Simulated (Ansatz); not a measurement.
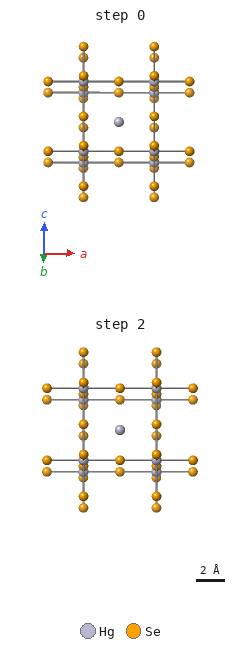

The structure of crystalline Hg2Se3 (a generated structure, set up in Pm-3m) (coarse preliminary run) before (top) and after (bottom) a relaxation, at one scale.

The picture is a ball-and-stick view of the cell of the calculation, seen from a free direction.

The calculation used DFT PBE, scalar-relativistic, plane waves, PAW in Ansatz 0.2.0. (plane-wave cutoff 420 eV; k-point mesh 4 × 4 × 4; occupations gaussian; smearing width 0.1 eV; no spin polarisation; cell and atoms relaxed; force threshold 0.04 eV/Å; at most 70 steps)

**Summarise the run.**

The energy falls by 36.7 meV per atom in 1 accepted move (2 points after the start). All forces vanish by symmetry, so only the cell relaxes. Pressure: 4.46 GPa at the start and 0.28 GPa at the end. At 1 point the geometry stayed and the basis and grid were re-selected for the new cell (energy shift of 0.3 meV per atom at most each time). The atoms keep their places relative to the cell (all moves are under 0.005 Å). The volume changes by +10.0 %, with a = b = c 5.140 → 5.305 Å (+3.2 %). Near-neighbour distances that change, for instance: Hg–Se 2.570 → 2.652 Å. The space group stays Pm-3m (No. 221). Cost: 9 s on 1 thread of Intel(R) Xeon(R) Platinum 8559C (Emerald Rapids), with other jobs on the host, peak memory 0.48 GiB.
